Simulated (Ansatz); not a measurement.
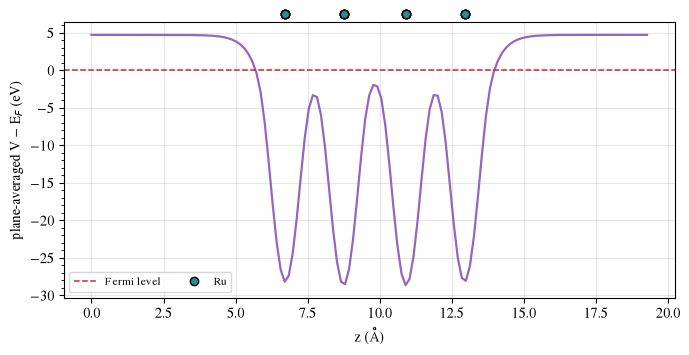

The picture shows: Ru (slab). Plane average of the electrostatic potential energy of an electron across the slab. Circles mark the heights of the atoms.

Computed without spin polarisation.

Computed with DFT r2SCAN, scalar-relativistic, plane waves, PAW in Ansatz.

In a PAW calculation such maps are meaningful between the atoms, not at the nuclei.

```
Ru
1.0
     5.40000    0.00000    0.00000
     2.70000    4.67654    0.00000
     0.00000    0.00000   19.41520
Ru
16
Direct
  0.83333 0.33333 0.05151
  0.33333 0.33333 0.05151
  0.83333 0.83333 0.05151
  0.33333 0.83333 0.05151
  0.00000 0.00000 0.15563
  0.50000 0.00000 0.15563
  0.00000 0.50000 0.15563
  0.50000 0.50000 0.15563
  0.83333 0.33333 0.26734
  0.33333 0.33333 0.26734
  0.83333 0.83333 0.26734
  0.33333 0.83333 0.26734
  0.00000 0.00000 0.37175
  0.50000 0.00000 0.37175
  0.00000 0.50000 0.37175
  0.50000 0.50000 0.37175
```

**How far below the vacuum level is the Fermi level?**

The potential is flat in the vacuum, 4.72 eV above the Fermi level; this is the work function, the same on both faces.

**How thick is the slab, and how wide the vacuum?**

The outermost nuclei are 6.2 Å apart, in 4 atomic planes; the vacuum between periodic images is 13.2 Å wide.
